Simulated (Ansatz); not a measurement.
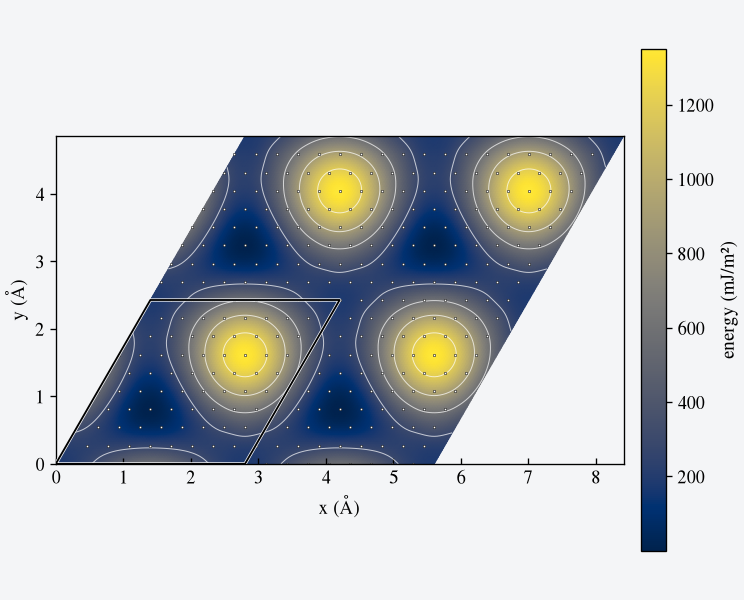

Al (P6_3/mmc, No. 194; 6 atoms in the cell). Gamma surface: rigid slide across a plane, one fault a cell; the plane is (0 0 1) of the conventional cell. Places are given modulo a cell vector. The map is drawn in real space over the plane of the slide. Nothing is relaxed (rigid halves, spacing across the cut fixed). Grid: 9 × 9 points; 19 points were computed and 62 follow by symmetry. Energies: mJ/m², counted from the lowest grid point. Theory: DFT PBE+D3(BJ), scalar-relativistic, plane waves, PAW in Ansatz. Settings: cutoff 420 eV, k-mesh 18×18×3 in the order of the run's cell vectors, gaussian smearing 0.15 eV, no spin polarisation.

Drawn: a smooth colour map with a few white contour lines, dots at the grid points, the outline of one cell of the 2 × 2 shown. Between grid points the surface is interpolated.

The lowest grid point is at (3/9, 3/9) of the cell vectors. There is a further well near (0/9, 0/9) of the cell vectors (182 mJ/m² above the lowest at that grid point). The highest grid point, (6/9, 6/9) of the cell vectors, lies 1350 mJ/m² above the lowest. On the interpolated surface the easiest way out of the lowest well to the well at (0/9, 0/9) of the cell vectors passes a barrier of about 230 mJ/m².

The level of theory is changed to DFT PBEsol+D3(BJ), scalar-relativistic, plane waves, PAW (Ansatz 0.2.0); with it change k-mesh 18×18×4 (before 18×18×3), the cell, relaxed at the new level (first cell vector 2.790 Å, before 2.804 Å); the new grid has 6 × 6 points.

> What does this change do to the map?

The lowest place stays at (2/6, 2/6) of the cell vectors. The span from the lowest to the highest grid point grows from 1350 to 1423 mJ/m². The easiest pass out of the lowest well stays at about 230 mJ/m².

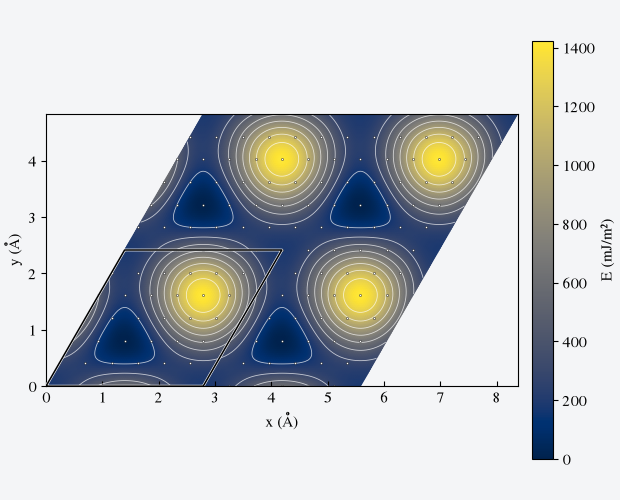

The map after the change, on a colour scale of its own. The picture shows a smooth colour map with a few white contour lines, dots at the grid points, the outline of one cell of the 2 × 2 shown. Between grid points the surface is interpolated.

PAW datasets: the set soft_1.
